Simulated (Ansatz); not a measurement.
# Geometry relaxation, with input and output: Ta (part 1 of 2)

The run: geometry relaxation of Ta (2 atoms in the cell). Method and program: DFT PBE, scalar-relativistic, plane waves, PAW, no spin polarisation (Ansatz 0.2.0).

The structure derives from a Materials Project entry. It belongs to a series of runs on one base structure; here: 2 of 2 H taken out, relaxed. Figures and captions count atoms from 1; the log counts them from 0 in places.

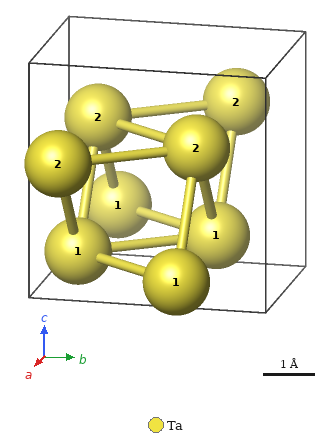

*The input geometry (ball-and-stick view of the cell 2 times as large as that of the calculation, set on its symmetry axes, repeated 2 × 1 × 1, seen slightly off an axis; atoms are numbered from 1 in the order of the input).*

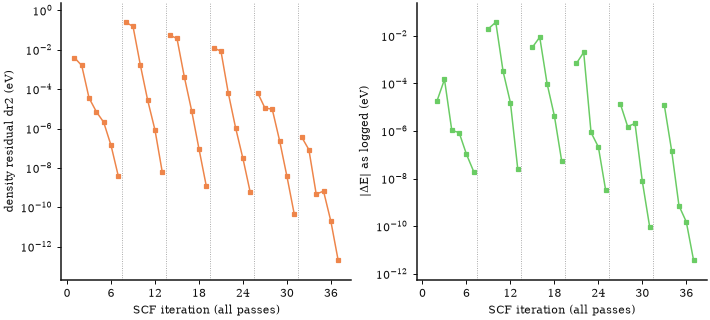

*Convergence of the self-consistent field: density residual dr2 and size of the energy change against the SCF iteration. The dotted lines part the SCF passes of the relaxation: geometry steps, rejected trials and re-solves on a re-selected basis.*

The 6 passes take 6 to 7 iterations each, 37 in all.

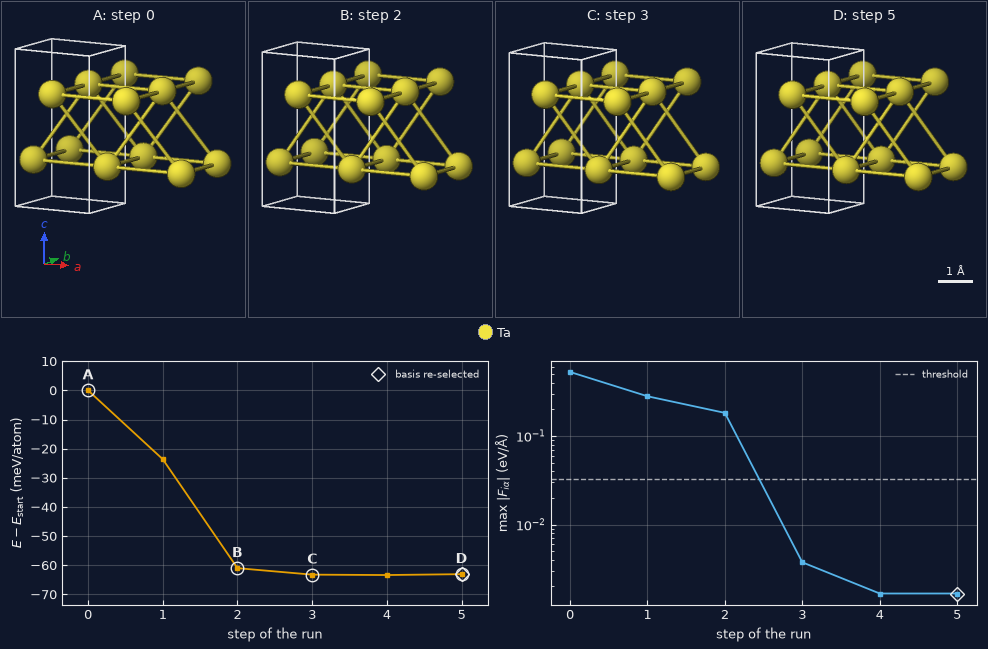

*Frames of the relaxation (ball-and-stick view of the cell of the calculation, repeated 2 × 2 × 1, seen slightly off an axis) above the curves, on which the letters mark them (the first geometry is step 0 here and step 1 in the log).*

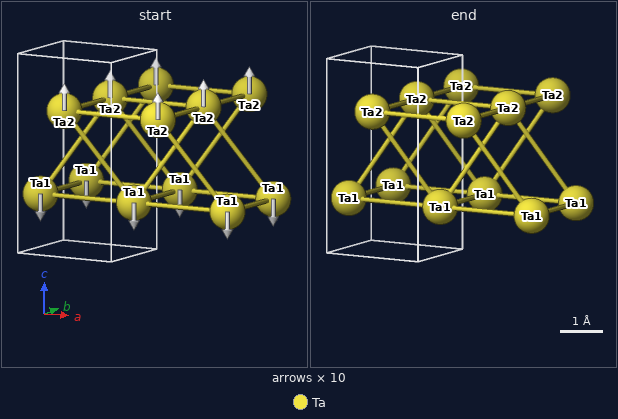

*Before (left) and after (right) the relaxation, at one scale (ball-and-stick view of the cell of the calculation, repeated 2 × 2 × 1, seen slightly off an axis). The white arrows give the displacements (without the part carried along by the change of the cell), magnified 10 times.*

The energy falls by 63.4 meV per atom in 4 geometry steps. The largest force component goes from 0.53 to 0.0017 eV/Å. Pressure: −9.90 GPa at the start and 0.00 GPa at the end. The largest moves relative to the cell, 0.068 Å, are those of Ta1 and Ta2. The volume changes by −6.4 %, with a = b 2.938 → 2.883 Å (−1.9 %), c 4.793 → 4.671 Å (−2.5 %), γ 108.6° → 109.1°. Distances before and after: Ta1–Ta2 3.061 → 2.873 Å, Ta1–Ta1 2.938 → 2.883 Å. The space group (tolerance 0.01 Å) goes from Cmme (No. 67) to Fmmm (No. 69). A last SCF at the same geometry on a re-selected plane-wave basis shifts the energy by +0.3 meV per atom. (Atoms are counted from 1 in the order of the input.)

The input that produced these results follows, with the program's output.

The input:
```yaml
crystal:
  lattice:
    - [1.7137446454, -2.3860997252, 0.0]
    - [1.7137446454, 2.3860997252, 0.0]
    - [0.0, 0.0, 4.7930437401]
  atoms:
    - { symbol: Ta, position: [0.0, 0.5, 0.2645313067] }
    - { symbol: Ta, position: [0.5, 0.0, 0.7354686933] }
basis:
  ecutwfc: 420
kpoints:
  mp_grid: { grid: [6, 6, 4] }
hamiltonian:
  xc: pbe
scf:
  occupations: { method: gaussian, width: 0.1 }
output:
  forces: true
  stress: true
  eigenvalues: true
relax:
  adjacent_minimum: "off"
  f_tol: 0.0325
  max_steps: 70
  cell: { stress_tol: 0.24 }
```

Run as:
```bash
ansatz run input.yaml --threads 2 --pin off --max-ram 5120MiB --backend cpu --events-out ev --progress --plain --runs-dir out
```

Log:
```
Engine: ansatz 0.2.0, aarch64-unknown-linux-gnu
Pseudopotentials: kind: paw
Pseudopotential: Ta, paw, valence charge 13, recommended cutoff 420 eV (normal), Ta.paw.azcp
Functional definition: PBE
  parameter kappa = 0.804
  parameter beta = 0.06672455060314922
  exchange = pbe_x(kappa = kappa, mu = beta*pi^2/3)
  correlation = pbe_c(beta = beta)
Crystal: 2 atoms, lattice volume = 39.199 Å³
Basis set: ecut = 420 eV, 763 PW (Γ), exchange–correlation on 40×40×72 points (8 copies of the dense FFT grid, shifted against one another)
Bands: 17, of which v1, the nominal top of the filled ones, is band 13 counted from 1 (12 counted from 0)
Symmetry: 8 space group operations
Space group: Cmme (ITA 67), of the structure as read, at distance tolerance 3.4e-5 Å
k-points: 39 of 144
Non-local potential: Ta, projectors of the file, l = 0: 3, l = 1: 2, l = 2: 2, l = 3: 1
PAW form: soft (Blöchl's): semilocal exchange-correlation on the pseudo side does not see the compensation charge
PAW one-centre angular grid: Ta, 590 points (default); XC on 64 Gauss nodes
Initial density: superposition of atomic densities (neutral atoms: chi_scale 0, normalization atom), corrected by the library's trained network
Initial wavefunctions: pseudopotential atomic-orbital guess
Functional: x = pbe(κ = 0.804, μ = 0.2195149727645171), c = pbe(β = 0.06672455060314922)
SCF iter   1: F=—  HF=-19864.323370 eV  |F-HF|=—  |Δ(HF+E_count)|=         —  Δρ=2.80e-3  dr2=3.99e-3  ethr=1.77e-3  ⟨swp⟩=5.1  Hψ=2977  notcnv=0
preconditioner: auto → none  [metal: Δε(μ)=0.054 eV  Ē_g=4.626 eV  σ=0.100 eV  W_gap=0.29  n_scr=6 (ndim 8)  ℏωp=18.8 eV  f_vac=0.000  D(μ)=3.30/eV (n_scr^D=40)  sad-step TF]
SCF iter   2: F=—  HF=-19864.323351 eV  |F-HF|=—  |Δ(HF+E_count)|=   1.92e-5  Δρ=1.73e-3  dr2=1.59e-3  ethr=1.53e-5  ⟨swp⟩=1.6  Hψ=1106  notcnv=0
SCF iter   3: F=—  HF=-19864.323203 eV  |F-HF|=—  |Δ(HF+E_count)|=   1.48e-4  Δρ=3.35e-4  dr2=3.56e-5  ethr=6.13e-6  ⟨swp⟩=2.0  Hψ=845  notcnv=0
SCF iter   4: F=—  HF=-19864.323202 eV  |F-HF|=—  |Δ(HF+E_count)|=   1.06e-6  Δρ=1.26e-4  dr2=7.07e-6  ethr=1.37e-7  ⟨swp⟩=2.2  Hψ=1063  notcnv=0
SCF iter   5: F=—  HF=-19864.323201 eV  |F-HF|=—  |Δ(HF+E_count)|=   8.63e-7  Δρ=6.41e-5  dr2=2.07e-6  ethr=2.72e-8  ⟨swp⟩=2.1  Hψ=976  notcnv=0
SCF iter   6: F=—  HF=-19864.323201 eV  |F-HF|=—  |Δ(HF+E_count)|=   1.06e-7  Δρ=1.83e-5  dr2=1.38e-7  ethr=7.97e-9  ⟨swp⟩=2.1  Hψ=853  notcnv=0
SCF iter   7: F=-19864.323201 eV  HF=-19864.323201 eV  |F-HF|=1.09e-9  |Δ(HF+E_count)|=   1.94e-8  Δρ=3.39e-6  dr2=3.72e-9  ethr=3.85e-10  ⟨swp⟩=4.5  Hψ=2212  notcnv=0
SCF 1 converged in 7 iterations: F = -19864.323201 eV  dr2 = 3.72e-9
  greatest PAW one-centre occupation: 0.999 electrons in one spin orbital (limit 2), on the Ta atom at site 1 (counted from 0), in its partial waves of l = 0
relax step   1: F+E_penalty+E_count = -19864.32320089 eV  Δ(F+E_penalty+E_count) = +0.000e0 eV  max|allowed force component| = 5.289e-1 eV/Å  Δτ_max = 0.0000 Å  P = -9.902 GPa  Ω = 39.199 Å³  (7 SCF iters, dr2 threshold 1.00e-7 eV, accepted)
Crystal: 2 atoms, lattice volume = 34.633 Å³
Basis set: ecut = 420 eV, 677 PW (Γ), exchange–correlation on 40×40×72 points (8 copies of the dense FFT grid, shifted against one another)
Initial density: handed on by an earlier stage of this run
Initial wavefunctions: those handed on with the density
iter 1 solved again at ethr=9.52e-4 eV; its pass at ethr=3.10e-3 eV (dr2=2.47e-1 eV) is discarded
SCF iter   1: F=—  HF=-19864.427642 eV  |F-HF|=—  |Δ(HF+E_count)|=         —  Δρ=1.49e-2  dr2=2.50e-1  ethr=9.52e-4  ⟨swp⟩=1.0  Hψ=4418  notcnv=0
preconditioner: auto → none  [metal: Δε(μ)=0.040 eV  Ē_g=5.208 eV  σ=0.100 eV  W_gap=0.22  n_scr=6 (ndim 8)  ℏωp=20.0 eV  f_vac=0.000  D(μ)=3.40/eV (n_scr^D=42)]
SCF iter   2: F=—  HF=-19864.407522 eV  |F-HF|=—  |Δ(HF+E_count)|=   2.01e-2  Δρ=1.03e-2  dr2=1.54e-1  ethr=9.52e-4  ⟨swp⟩=3.1  Hψ=1267  notcnv=0
SCF iter   3: F=—  HF=-19864.370091 eV  |F-HF|=—  |Δ(HF+E_count)|=   3.74e-2  Δρ=3.24e-3  dr2=1.68e-3  ethr=5.94e-4  ⟨swp⟩=2.1  Hψ=1046  notcnv=0  defer=1
SCF iter   4: F=—  HF=-19864.370411 eV  |F-HF|=—  |Δ(HF+E_count)|=   3.20e-4  Δρ=5.35e-4  dr2=2.72e-5  ethr=6.47e-6  ⟨swp⟩=2.3  Hψ=1040  notcnv=0  defer=1
SCF iter   5: F=—  HF=-19864.370427 eV  |F-HF|=—  |Δ(HF+E_count)|=   1.55e-5  Δρ=5.97e-5  dr2=8.30e-7  ethr=1.05e-7  ⟨swp⟩=2.7  Hψ=1200  notcnv=0  defer=1
SCF iter   6: F=-19864.370427 eV  HF=-19864.370427 eV  |F-HF|=7.64e-11  |Δ(HF+E_count)|=   2.56e-8  Δρ=6.61e-6  dr2=5.86e-9  ethr=7.69e-10  ⟨swp⟩=5.5  Hψ=2989  notcnv=0
the search or the solves at the SCF's close seem to have found levels that the self-consistency loop had missed (the run counts 2). By its estimate they hold under 1e-12 electrons; where the run keeps them, the occupations were computed again with them
SCF 2 converged in 6 iterations: F = -19864.370427 eV  dr2 = 5.86e-9
  greatest PAW one-centre occupation: 1.000 electrons in one spin orbital (limit 2), on the Ta atom at site 1 (counted from 0), in its partial waves of l = 0
relax step   2: F+E_penalty+E_count = -19864.37042660 eV  Δ(F+E_penalty+E_count) = -4.723e-2 eV  max|allowed force component| = 2.811e-1 eV/Å  Δτ_max = 0.0858 Å  P = +12.314 GPa  Ω = 34.633 Å³  energy of the carried Pulay correction = +1.529e-3 eV  (6 SCF iters, dr2 threshold 2.00e-7 eV, accepted)
Crystal: 2 atoms, lattice volume = 36.921 Å³
Basis set: ecut = 420 eV, 729 PW (Γ), exchange–correlation on 40×40×72 points (8 copies of the dense FFT grid, shifted against one another)
iter 1 solved again at ethr=2.12e-4 eV; its pass at ethr=3.10e-3 eV (dr2=5.52e-2 eV) is discarded
SCF iter   1: F=—  HF=-19864.457229 eV  |F-HF|=—  |Δ(HF+E_count)|=         —  Δρ=6.69e-3  dr2=5.49e-2  ethr=2.12e-4  ⟨swp⟩=1.1  Hψ=4338  notcnv=0
preconditioner: auto → none  [metal: Δε(μ)=0.038 eV  Ē_g=4.924 eV  σ=0.100 eV  W_gap=0.21  n_scr=6 (ndim 8)  ℏωp=19.3 eV  f_vac=0.000  D(μ)=4.04/eV (n_scr^D=46)]
SCF iter   2: F=—  HF=-19864.453897 eV  |F-HF|=—  |Δ(HF+E_count)|=   3.33e-3  Δρ=4.81e-3  dr2=3.76e-2  ethr=2.11e-4  ⟨swp⟩=2.1  Hψ=1131  notcnv=0
SCF iter   3: F=—  HF=-19864.445076 eV  |F-HF|=—  |Δ(HF+E_count)|=   8.82e-3  Δρ=1.50e-3  dr2=4.24e-4  ethr=1.44e-4  ⟨swp⟩=2.1  Hψ=889  notcnv=0
SCF iter   4: F=—  HF=-19864.445175 eV  |F-HF|=—  |Δ(HF+E_count)|=   9.88e-5  Δρ=2.71e-4  dr2=8.06e-6  ethr=1.63e-6  ⟨swp⟩=2.3  Hψ=978  notcnv=0
SCF iter   5: F=—  HF=-19864.445179 eV  |F-HF|=—  |Δ(HF+E_count)|=   4.31e-6  Δρ=2.50e-5  dr2=9.29e-8  ethr=3.10e-8  ⟨swp⟩=2.3  Hψ=1108  notcnv=0
SCF iter   6: F=-19864.445179 eV  HF=-19864.445179 eV  |F-HF|=1.24e-10  |Δ(HF+E_count)|=   5.38e-8  Δρ=2.88e-6  dr2=1.19e-9  ethr=3.57e-10  ⟨swp⟩=2.7  Hψ=2427  notcnv=0
the search or the solves at the SCF's close seem to have found levels that the self-consistency loop had missed (the run counts 3). By its estimate they hold under 1e-12 electrons; where the run keeps them, the occupations were computed again with them
SCF 3 converged in 6 iterations: F = -19864.445179 eV  dr2 = 1.19e-9
relax step   3: F+E_penalty+E_count = -19864.44517944 eV  Δ(F+E_penalty+E_count) = -7.475e-2 eV  max|allowed force component| = 1.825e-1 eV/Å  Δτ_max = 0.0335 Å  P = -1.198 GPa  Ω = 36.921 Å³  energy of the carried Pulay correction = +7.396e-4 eV  (6 SCF iters, dr2 threshold 2.00e-7 eV, accepted)
Crystal: 2 atoms, lattice volume = 36.669 Å³
iter 1 solved again at ethr=4.59e-5 eV; its pass at ethr=3.10e-3 eV (dr2=1.19e-2 eV) is discarded
```
